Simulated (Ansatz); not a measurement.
**Gadolinium, hcp under r²SCAN: testing the Fermi-Dirac smearing**

How small must the Fermi-Dirac smearing width be for energy and pressure and moments to settle? The geometry was relaxed under r²SCAN beforehand and stays fixed; 7 values are run, from 0.01 to 1.0 eV. Wanted are the values from which on the energy stays within 10 and 1 meV/atom, and the pressure within 0.5 GPa, of the narrowest run. Within the series other settings stay, but some runs also write fields, which adds to their time. The moments start as that relaxation left them.

Program: Ansatz 0.2.0. Level of theory: DFT r²SCAN, plane waves with PAW, scalar-relativistic. These are calculated values, not measurements.

**1. Starting point**

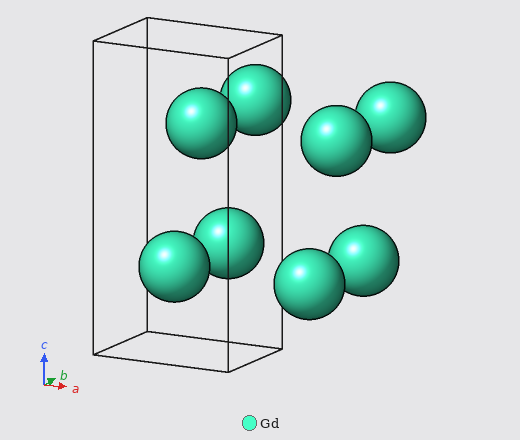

Start, viewed slightly off an axis; gadolinium teal. 2×2×1 cells are drawn. Any atoms on the faces are drawn again on the opposite ones.

As a file:

```xyz
2
Lattice="3.6395 0.0000 0.0000 -1.8198 3.1519 0.0000 0.0000 0.0000 5.9110" Properties=species:S:1:pos:R:3 pbc="T T T"
Gd    0.0000    2.1013    1.4778
Gd    1.8198    1.0506    4.4333
```

The atoms start with moments of +7.59 ×2 μB.

**2. Width 0.01 eV**

The run at 0.01 eV.

input.yaml reads:

```yaml
crystal:
  lattice:
    - [3.6395052102, 0.0, 0.0]
    - [-1.8197526051, 3.1519039692, 0.0]
    - [0.0, 0.0, 5.9110370954]
  atoms:
    - { symbol: Gd, position: [0.3333333333, 0.6666666667, 0.25], spin: 7.588 }
    - { symbol: Gd, position: [0.6666666667, 0.3333333333, 0.75], spin: 7.588 }
hamiltonian:
  xc: r2scan
  pseudopotentials:
    kind: paw
    azcp:
      Gd: "pseudopotentials/Gd.paw.azcp"
basis:
  ecutwfc: 500
  fft_grid_basis: typed
kpoints:
  mp_grid: { grid: [10, 10, 6], shift: [0, 0, 0] }
magnetization:
  spin_polarized: true
scf:
  occupations: { method: fermi_dirac, width: 0.01 }
  lower_state_search: "off"
output:
  stress: true
  write_density: true
  write_potential: true
  elf: true
  volumetric_format: npy
```

Launch:

```bash
$ ansatz run input.yaml --threads 2 --pin off --max-ram 5120MiB --backend cpu --events-out ev --progress --plain --runs-dir out
```

Output (excerpt; [...] marks lines left out):

```text
Warning: RAYON_NUM_THREADS=2 ignored (pool sized by the plan → 2); use --threads N
[...]
Pseudopotentials: kind: paw
Pseudopotential: Gd, paw, valence charge 18, recommended cutoff 500 eV (meta_gga), <dir>
Functional definition: r2SCAN
[...]
Crystal: 2 atoms, lattice volume = 67.808 Å³
Basis set: ecut = 500 eV, 1761 PW (Γ), exchange–correlation on 108×108×180 points (64 copies of the dense FFT grid, shifted against one another)
Bands: 31, of which v1, the nominal top of the filled ones, is band 18 counted from 1 (17 counted from 0)
Symmetry: 24 space group operations
Space group: P63/mmc (ITA 194), of the structure as read, at distance tolerance 4.1e-5 Å
Magnetic group: BNS 194.263 (UNI 1493), of the structure as read, at distance tolerance 4.1e-5 Å
k-points: 56 of 600
[...]
Starting moments: Σ|m| = 15.176 μB on 2 of 2 sites
[...]
SCF iter   1: F=-18689.347093 eV  HF=-18683.422365 eV  |F-HF|=5.92e0  |Δ(HF+E_count)|=         —  Δρ=2.79e-1 (↑2.13e-1 ↓2.79e-1)  dr2=2.58e0  dr2_τ=7.71e-1  dr2_m=3.76e1  M=16.781 μB ∫|m|=16.781 μB  β_m=1.00  ethr=3.10e-3  ⟨swp⟩=5.4  Hψ=12279  notcnv=0
[...]
spin=Collinear: Kerker preconditioning applied to the charge; magnetization (m = ρ↑ − ρ↓) channel mixes plain (no charge-response kernel on spin).
[...]
spin-set hold released at iteration 6 (site moments contracting): the magnetisation degrees of freedom join the quasi-Newton model from the next iteration; the mixer history was flushed
[...]
SCF iter  21: F=-18692.476013 eV  HF=-18692.476013 eV  |F-HF|=3.65e-8  |Δ(HF+E_count)|=   2.74e-7  Δρ=5.58e-7 (↑3.11e-7 ↓5.58e-7)  dr2=3.58e-10  dr2_τ=1.77e-11  dr2_m=7.22e-11  M=15.907 μB ∫|m|=15.988 μB  ethr=6.93e-12  ⟨swp⟩=8.0  Hψ=18603  notcnv=0
[...]
this state was not tested for a lower state beside it, because the mixer in use, unlike msr1, does not test its closes by its own steps (another_mixer; see scf.mixing.algorithm and scf.lower_state_search)
SCF converged after 21 iterations
Magnetization: 15.9072 μB (25.9536 up, 10.0464 down)
Absolute magnetization: 15.9884 μB (∫|ρ↑−ρ↓|, with the PAW one-centre terms)
Spin contamination: 0.0792 ħ² per cell (⟨S²⟩ above its minimum at these occupations)
Per-site moments (μB) at R_I (Å): [(7.599589741533913, 1.4958698463982603), (7.599589741533912, 1.4958698463982603)]
Free energy (F): -18692.476013 eV
[...]
E sigma→0 (E₀):  -18692.475910 eV
Entropy (-TS):   -0.000204 eV (-0.102 meV/atom)
Fermi energy:    12.137797 eV
[...]
--- Stress (GPa, compression-positive) ---
        0.012455      -0.000000      -0.000000
        0.000000       0.012455       0.000000
       -0.000000       0.000000      -0.069655
  P = ⅓ Tr σ = -0.0149 GPa (-0.149 kbar)
--- Band table (eV; the first three rows and the last of 112) ---
[...]
```

Wall time 39 s (2 threads of Arm Neoverse V2, shared host); peak memory 0.63 GiB.

**3. Width 0.03 eV**

The run at 0.03 eV.

input.yaml, as its differences from that of step 2:

```diff
@@ -22,3 +22,3 @@
 scf:
-  occupations: { method: fermi_dirac, width: 0.01 }
+  occupations: { method: fermi_dirac, width: 0.03 }
   lower_state_search: "off"
@@ -26,5 +26 @@
   stress: true
-  write_density: true
-  write_potential: true
-  elf: true
-  volumetric_format: npy
```

Launch:

```bash
$ ansatz run input.yaml --threads 2 --pin off --max-ram 5120MiB --backend cpu --events-out ev --progress --plain --runs-dir out
```

Output (excerpt; [...] marks lines left out):

```text
Warning: RAYON_NUM_THREADS=2 ignored (pool sized by the plan → 2); use --threads N
[...]
Pseudopotentials: kind: paw
Pseudopotential: Gd, paw, valence charge 18, recommended cutoff 500 eV (meta_gga), <dir>
Functional definition: r2SCAN
[...]
Crystal: 2 atoms, lattice volume = 67.808 Å³
Basis set: ecut = 500 eV, 1761 PW (Γ), exchange–correlation on 108×108×180 points (64 copies of the dense FFT grid, shifted against one another)
Bands: 31, of which v1, the nominal top of the filled ones, is band 18 counted from 1 (17 counted from 0)
Symmetry: 24 space group operations
Space group: P63/mmc (ITA 194), of the structure as read, at distance tolerance 4.1e-5 Å
Magnetic group: BNS 194.263 (UNI 1493), of the structure as read, at distance tolerance 4.1e-5 Å
k-points: 56 of 600
[...]
Starting moments: Σ|m| = 15.176 μB on 2 of 2 sites
[...]
this state was not tested for a lower state beside it, because the mixer in use, unlike msr1, does not test its closes by its own steps (another_mixer; see scf.mixing.algorithm and scf.lower_state_search)
SCF converged after 21 iterations
Magnetization: 15.8918 μB (25.9459 up, 10.0541 down)
Absolute magnetization: 15.9741 μB (∫|ρ↑−ρ↓|, with the PAW one-centre terms)
Spin contamination: 0.0795 ħ² per cell (⟨S²⟩ above its minimum at these occupations)
Per-site moments (μB) at R_I (Å): [(7.594561302483352, 1.4958698463982603), (7.59456130248335, 1.4958698463982603)]
Free energy (F): -18692.477260 eV
[...]
E sigma→0 (E₀):  -18692.475650 eV
Entropy (-TS):   -0.003220 eV (-1.610 meV/atom)
Fermi energy:    12.120838 eV
[...]
--- Stress (GPa, compression-positive) ---
        0.003274      -0.000000      -0.000000
       -0.000000       0.003274       0.000000
       -0.000000       0.000000      -0.009873
  P = ⅓ Tr σ = -0.0011 GPa (-0.011 kbar)
```

Wall time 29 s (2 threads of Arm Neoverse V2, shared host); peak memory 0.62 GiB.

**4. Width 0.1 eV**

The run at 0.1 eV.

input.yaml, as its differences from that of step 3:

```diff
@@ -22,3 +22,3 @@
 scf:
-  occupations: { method: fermi_dirac, width: 0.03 }
+  occupations: { method: fermi_dirac, width: 0.1 }
   lower_state_search: "off"
```

Launch:

```bash
$ ansatz run input.yaml --threads 2 --pin off --max-ram 5120MiB --backend cpu --events-out ev --progress --plain --runs-dir out
```

Output (excerpt; [...] marks lines left out):

```text
Warning: RAYON_NUM_THREADS=2 ignored (pool sized by the plan → 2); use --threads N
[...]
Pseudopotentials: kind: paw
Pseudopotential: Gd, paw, valence charge 18, recommended cutoff 500 eV (meta_gga), <dir>
Functional definition: r2SCAN
[...]
Crystal: 2 atoms, lattice volume = 67.808 Å³
Basis set: ecut = 500 eV, 1761 PW (Γ), exchange–correlation on 108×108×180 points (64 copies of the dense FFT grid, shifted against one another)
Bands: 31, of which v1, the nominal top of the filled ones, is band 18 counted from 1 (17 counted from 0)
Symmetry: 24 space group operations
Space group: P63/mmc (ITA 194), of the structure as read, at distance tolerance 4.1e-5 Å
Magnetic group: BNS 194.263 (UNI 1493), of the structure as read, at distance tolerance 4.1e-5 Å
k-points: 56 of 600
[...]
Starting moments: Σ|m| = 15.176 μB on 2 of 2 sites
[...]
this state was not tested for a lower state beside it, because the mixer in use, unlike msr1, does not test its closes by its own steps (another_mixer; see scf.mixing.algorithm and scf.lower_state_search)
SCF converged after 21 iterations
Magnetization: 15.8671 μB (25.9336 up, 10.0664 down)
Absolute magnetization: 15.9453 μB (∫|ρ↑−ρ↓|, with the PAW one-centre terms)
Spin contamination: 0.0785 ħ² per cell (⟨S²⟩ above its minimum at these occupations)
Per-site moments (μB) at R_I (Å): [(7.5871434343060775, 1.4958698463982603), (7.587143434306077, 1.4958698463982603)]
Free energy (F): -18692.496219 eV
[...]
E sigma→0 (E₀):  -18692.473191 eV
Entropy (-TS):   -0.046057 eV (-23.028 meV/atom)
Fermi energy:    12.064915 eV
[...]
--- Stress (GPa, compression-positive) ---
        0.039937       0.000000      -0.000000
       -0.000000       0.039937      -0.000000
       -0.000000      -0.000000      -0.028957
  P = ⅓ Tr σ = 0.0170 GPa (0.170 kbar)
```

Run time: 30 s. Hardware: 2 threads of Arm Neoverse V2, shared host; peak memory 0.62 GiB.

**5. Width 0.2 eV**

The run at 0.2 eV.

input.yaml, as its differences from that of step 4:

```diff
@@ -22,3 +22,3 @@
 scf:
-  occupations: { method: fermi_dirac, width: 0.1 }
+  occupations: { method: fermi_dirac, width: 0.2 }
   lower_state_search: "off"
```

Launch:

```bash
$ ansatz run input.yaml --threads 2 --pin off --max-ram 5120MiB --backend cpu --events-out ev --progress --plain --runs-dir out
```

Output (excerpt; [...] marks lines left out):

```text
Warning: RAYON_NUM_THREADS=2 ignored (pool sized by the plan → 2); use --threads N
band count auto-derived: 32, from the close of a first SCF at 31 (N_el = 36.0; filled up to band 18; 31 by the electrons, moments and atoms)
[...]
Pseudopotentials: kind: paw
Pseudopotential: Gd, paw, valence charge 18, recommended cutoff 500 eV (meta_gga), <dir>
Functional definition: r2SCAN
[...]
Crystal: 2 atoms, lattice volume = 67.808 Å³
Basis set: ecut = 500 eV, 1761 PW (Γ), exchange–correlation on 108×108×180 points (64 copies of the dense FFT grid, shifted against one another)
Bands: 31, of which v1, the nominal top of the filled ones, is band 18 counted from 1 (17 counted from 0)
Symmetry: 24 space group operations
Space group: P63/mmc (ITA 194), of the structure as read, at distance tolerance 4.1e-5 Å
Magnetic group: BNS 194.263 (UNI 1493), of the structure as read, at distance tolerance 4.1e-5 Å
k-points: 56 of 600
[...]
this state was not tested for a lower state beside it, because the mixer in use, unlike msr1, does not test its closes by its own steps (another_mixer; see scf.mixing.algorithm and scf.lower_state_search)
SCF converged after 25 iterations (23 of them on 31 bands)
Magnetization: 15.8521 μB (25.9261 up, 10.0739 down)
Absolute magnetization: 15.9008 μB (∫|ρ↑−ρ↓|, with the PAW one-centre terms)
Spin contamination: 0.0782 ħ² per cell (⟨S²⟩ above its minimum at these occupations)
Per-site moments (μB) at R_I (Å): [(7.578349391534372, 1.4958698463982603), (7.578349391534371, 1.4958698463982603)]
Free energy (F): -18692.583441 eV
[...]
E sigma→0 (E₀):  -18692.446772 eV
Entropy (-TS):   -0.273337 eV (-136.669 meV/atom)
Fermi energy:    12.028911 eV
[...]
--- Stress (GPa, compression-positive) ---
        0.229609       0.000000      -0.000000
        0.000000       0.229609      -0.000000
       -0.000000      -0.000000       0.119365
  P = ⅓ Tr σ = 0.1929 GPa (1.929 kbar)
--- Band table (eV; the first three rows and the last of 112) ---
[...]
```

It took 41 s on 2 threads of Arm Neoverse V2, shared host; peak memory 0.62 GiB.

**6. Width 0.3 eV**

The run at 0.3 eV.

input.yaml, as its differences from that of step 5:

```diff
@@ -22,3 +22,3 @@
 scf:
-  occupations: { method: fermi_dirac, width: 0.2 }
+  occupations: { method: fermi_dirac, width: 0.3 }
   lower_state_search: "off"
@@ -26 +26,5 @@
   stress: true
+  write_density: true
+  write_potential: true
+  elf: true
+  volumetric_format: npy
```

Launch:

```bash
$ ansatz run input.yaml --threads 2 --pin off --max-ram 5120MiB --backend cpu --events-out ev --progress --plain --runs-dir out
```

Output (excerpt; [...] marks lines left out):

```text
Warning: RAYON_NUM_THREADS=2 ignored (pool sized by the plan → 2); use --threads N
band count auto-derived: 33, from the close of a first SCF at 31 (N_el = 36.0; filled up to band 18; 31 by the electrons, moments and atoms)
[...]
Pseudopotentials: kind: paw
Pseudopotential: Gd, paw, valence charge 18, recommended cutoff 500 eV (meta_gga), <dir>
Functional definition: r2SCAN
[...]
Crystal: 2 atoms, lattice volume = 67.808 Å³
Basis set: ecut = 500 eV, 1761 PW (Γ), exchange–correlation on 108×108×180 points (64 copies of the dense FFT grid, shifted against one another)
Bands: 31, of which v1, the nominal top of the filled ones, is band 18 counted from 1 (17 counted from 0)
Symmetry: 24 space group operations
Space group: P63/mmc (ITA 194), of the structure as read, at distance tolerance 4.1e-5 Å
Magnetic group: BNS 194.263 (UNI 1493), of the structure as read, at distance tolerance 4.1e-5 Å
k-points: 56 of 600
[...]
this state was not tested for a lower state beside it, because the mixer in use, unlike msr1, does not test its closes by its own steps (another_mixer; see scf.mixing.algorithm and scf.lower_state_search)
SCF converged after 21 iterations (19 of them on 31 bands)
Magnetization: 15.7600 μB (25.8800 up, 10.1200 down)
Absolute magnetization: 15.7716 μB (∫|ρ↑−ρ↓|, with the PAW one-centre terms)
Spin contamination: 0.0850 ħ² per cell (⟨S²⟩ above its minimum at these occupations)
Per-site moments (μB) at R_I (Å): [(7.535933942528959, 1.4958698463982603), (7.535933942528957, 1.4958698463982603)]
Free energy (F): -18692.782177 eV
[...]
E sigma→0 (E₀):  -18692.386338 eV
Entropy (-TS):   -0.791677 eV (-395.839 meV/atom)
Fermi energy:    12.001951 eV
[...]
--- Stress (GPa, compression-positive) ---
        0.728285      -0.000000      -0.000000
       -0.000000       0.728285      -0.000000
       -0.000000      -0.000000       0.622238
  P = ⅓ Tr σ = 0.6929 GPa (6.929 kbar)
--- Band table (eV; the first three rows and the last of 112) ---
[...]
```

Wall time 39 s (2 threads of Arm Neoverse V2, shared host); peak memory 0.62 GiB.

**7. Width 0.6 eV**

The run at 0.6 eV.

input.yaml, as its differences from that of step 6:

```diff
@@ -22,3 +22,3 @@
 scf:
-  occupations: { method: fermi_dirac, width: 0.3 }
+  occupations: { method: fermi_dirac, width: 0.6 }
   lower_state_search: "off"
@@ -26,5 +26 @@
   stress: true
-  write_density: true
-  write_potential: true
-  elf: true
-  volumetric_format: npy
```

Launch:

```bash
$ ansatz run input.yaml --threads 2 --pin off --max-ram 5120MiB --backend cpu --events-out ev --progress --plain --runs-dir out
```

Output (excerpt; [...] marks lines left out):

```text
Warning: RAYON_NUM_THREADS=2 ignored (pool sized by the plan → 2); use --threads N
band count auto-derived: 38, from the close of a first SCF at 31 (N_el = 36.0; filled up to band 18; 31 by the electrons, moments and atoms)
[...]
Pseudopotentials: kind: paw
Pseudopotential: Gd, paw, valence charge 18, recommended cutoff 500 eV (meta_gga), <dir>
Functional definition: r2SCAN
[...]
Crystal: 2 atoms, lattice volume = 67.808 Å³
Basis set: ecut = 500 eV, 1761 PW (Γ), exchange–correlation on 108×108×180 points (64 copies of the dense FFT grid, shifted against one another)
Bands: 31, of which v1, the nominal top of the filled ones, is band 18 counted from 1 (17 counted from 0)
Symmetry: 24 space group operations
Space group: P63/mmc (ITA 194), of the structure as read, at distance tolerance 4.1e-5 Å
Magnetic group: BNS 194.263 (UNI 1493), of the structure as read, at distance tolerance 4.1e-5 Å
k-points: 56 of 600
[...]
this state was not tested for a lower state beside it, because the mixer in use, unlike msr1, does not test its closes by its own steps (another_mixer; see scf.mixing.algorithm and scf.lower_state_search)
SCF converged after 26 iterations (23 of them on 31 bands)
Magnetization: 15.2241 μB (25.6121 up, 10.3879 down)
Absolute magnetization: 15.2241 μB (∫|ρ↑−ρ↓|)
Spin contamination: 0.2208 ħ² per cell (⟨S²⟩ above its minimum at these occupations)
Per-site moments (μB) at R_I (Å): [(7.316281536907912, 1.4958698463982603), (7.316281536907913, 1.4958698463982603)]
Free energy (F): -18694.126566 eV
[...]
E sigma→0 (E₀):  -18692.276227 eV
Entropy (-TS):   -3.700678 eV (-1850.339 meV/atom)
Fermi energy:    11.919513 eV
[...]
--- Stress (GPa, compression-positive) ---
        3.044025       0.000000      -0.000000
       -0.000000       3.044025       0.000000
       -0.000000       0.000000       2.993282
  P = ⅓ Tr σ = 3.0271 GPa (30.271 kbar)
--- Band table (eV; the first three rows and the last of 112) ---
[...]
```

It took 43 s on 2 threads of Arm Neoverse V2, shared host; peak memory 0.63 GiB.

**8. Width 1.0 eV**

The run at 1.0 eV.

input.yaml, as its differences from that of step 7:

```diff
@@ -22,3 +22,3 @@
 scf:
-  occupations: { method: fermi_dirac, width: 0.6 }
+  occupations: { method: fermi_dirac, width: 1.0 }
   lower_state_search: "off"
```

Launch:

```bash
$ ansatz run input.yaml --threads 2 --pin off --max-ram 5120MiB --backend cpu --events-out ev --progress --plain --runs-dir out
```

Output (excerpt; [...] marks lines left out):

```text
Warning: RAYON_NUM_THREADS=2 ignored (pool sized by the plan → 2); use --threads N
band count auto-derived: 45, from the close of a first SCF at 31 (N_el = 36.0; filled up to band 18; 31 by the electrons, moments and atoms)
[...]
Pseudopotentials: kind: paw
Pseudopotential: Gd, paw, valence charge 18, recommended cutoff 500 eV (meta_gga), <dir>
Functional definition: r2SCAN
[...]
Crystal: 2 atoms, lattice volume = 67.808 Å³
Basis set: ecut = 500 eV, 1761 PW (Γ), exchange–correlation on 108×108×180 points (64 copies of the dense FFT grid, shifted against one another)
Bands: 31, of which v1, the nominal top of the filled ones, is band 18 counted from 1 (17 counted from 0)
Symmetry: 24 space group operations
Space group: P63/mmc (ITA 194), of the structure as read, at distance tolerance 4.1e-5 Å
Magnetic group: BNS 194.263 (UNI 1493), of the structure as read, at distance tolerance 4.1e-5 Å
k-points: 56 of 600
[...]
this state was not tested for a lower state beside it, because the mixer in use, unlike msr1, does not test its closes by its own steps (another_mixer; see scf.mixing.algorithm and scf.lower_state_search)
SCF converged after 30 iterations (24 of them on 31 bands)
Magnetization: 13.8821 μB (24.9411 up, 11.0589 down)
Absolute magnetization: 13.8821 μB (∫|ρ↑−ρ↓|, with the PAW one-centre terms)
Spin contamination: 0.4324 ħ² per cell (⟨S²⟩ above its minimum at these occupations)
Per-site moments (μB) at R_I (Å): [(6.736859002539318, 1.4958698463982603), (6.736859002539319, 1.4958698463982603)]
Free energy (F): -18697.581809 eV
[...]
E sigma→0 (E₀):  -18691.777301 eV
Entropy (-TS):   -11.609017 eV (-5804.508 meV/atom)
Fermi energy:    11.756427 eV
[...]
--- Stress (GPa, compression-positive) ---
        5.811813       0.000000      -0.000000
        0.000000       5.811813       0.000000
       -0.000000       0.000000       5.912499
  P = ⅓ Tr σ = 5.8454 GPa (58.454 kbar)
--- Band table (eV; the first three rows and the last of 112) ---
[...]
```

It took 55 s on 2 threads of Arm Neoverse V2, shared host; peak memory 0.67 GiB.

**9. All values side by side**

Energies count from the run at 0.01 eV.

| smearing (eV) | F (meV/atom) | E(σ → 0) (meV/atom) | P (GPa) | largest moment (μB) | SCF cycles | CPU time |
| --- | --- | --- | --- | --- | --- | --- |
| 0.01 | 0.00 | 0.00 | -0.01 | 7.600 | 21 | 72 s |
| 0.03 | -0.62 | 0.13 | 0.00 | 7.595 | 21 | 54 s |
| 0.1 | -10.10 | 1.36 | 0.02 | 7.587 | 21 | 56 s |
| 0.2 | -53.71 | 14.57 | 0.19 | 7.578 | 25 | 78 s |
| 0.3 | -153.08 | 44.79 | 0.69 | 7.536 | 21 | 75 s |
| 0.6 | -825.28 | 99.84 | 3.03 | 7.316 | 26 | 83 s |
| 1.0 | -2552.90 | 349.30 | 5.85 | 6.737 | 30 | 1.8 min |

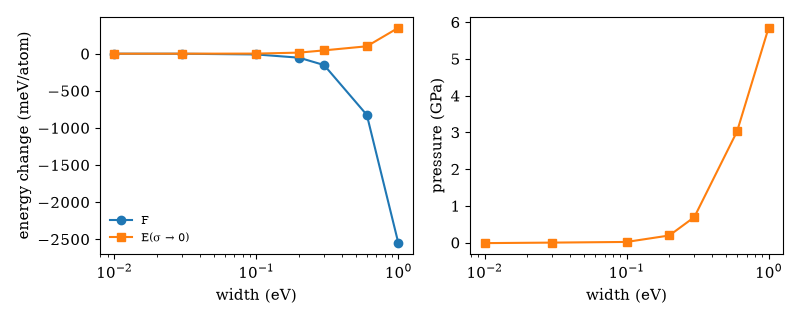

Energy and pressure against the Fermi-Dirac smearing width.

**10. Results**

```
                                          quantity                       value
      E(σ → 0) stays within 10 meV/atom of 0.01 eV                up to 0.1 eV
                  E(σ → 0) stays within 1 meV/atom               up to 0.03 eV
                     pressure stays within 0.5 GPa                up to 0.2 eV
                               pressure at 0.01 eV                   -0.01 GPa
energy of a separate run on a finer mesh (13×13×7)  +1.0 meV/atom from 0.01 eV
```

What this shows: At 1.0 eV the energy differs by +349.3 meV/atom and the pressure by +5.9 GPa. The free energy F moves by -2552.9 meV/atom over the range, and the estimate for σ → 0 by +349.3. In theory F falls as the square of the width under this scheme, but here the ratio is not steady: the mesh at narrow widths, or a density of states that varies over the wide ones, can both cause that. The mesh (10×10×6) is fixed, so the narrowest widths carry a k-point error of their own. The largest moment goes from 7.60 μB at 0.01 eV to 6.74 μB at 1.0 eV. The yardstick itself is unsettled by 1.0 meV/atom against the finer mesh, so the thresholds above hold only within this series, and wider smearing, which averages over more states, can land nearer the fine-mesh value than the narrowest does. The f occupation was not searched in full, so a lower state may exist.
